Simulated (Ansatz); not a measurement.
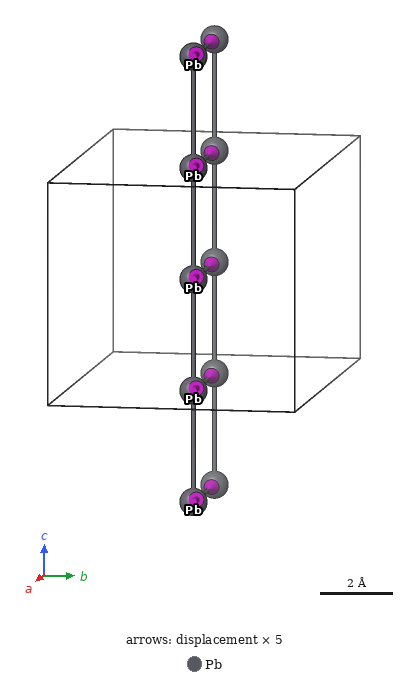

This is a relaxation of a wire of composition Pb. The starting structure is drawn; purple arrows show the displacements (the part carried along by the change of the cell is left out), 5 times their true length.

A ball-and-stick model of the cell of the calculation, with the vacuum cut short, seen slightly off an axis.

Case: ladder chain of atoms.

Method: DFT PBEsol, scalar-relativistic, plane waves, PAW in Ansatz 0.2.0. Settings: plane-wave cutoff 420 eV; k-point mesh 1 × 1 × 11; occupations gaussian; smearing width 0.05 eV; collinear spin; cell relaxed at fixed a, b, alpha, beta, gamma; force threshold 0.01 eV/Å; at most 45 steps.

> What did the optimiser do to the structure, and how much energy did it gain?

The largest moves relative to the layer's centre, 0.17 Å, are those of Pb atoms. Along the periodic axis the drawn cell goes c 6.280 → 6.024 Å (−4.1 %). Among the contacts that change: Pb–Pb 3.297 → 2.961 Å, Pb–Pb 3.140 → 3.012 Å. Over 4 accepted moves (5 points after the start) the energy falls by 0.442 eV per cell of the calculation. Largest force component: 0.74 eV/Å at the start, 0.0031 eV/Å at the end. At 1 point the geometry stayed and the basis and grid were re-selected for the new cell (energy shift of 0.5 meV per cell of the calculation at most each time). The program noted that the starting moments weren't kept.

Limits of the set-up: the k-point mesh is coarse for a cell with partly filled bands.
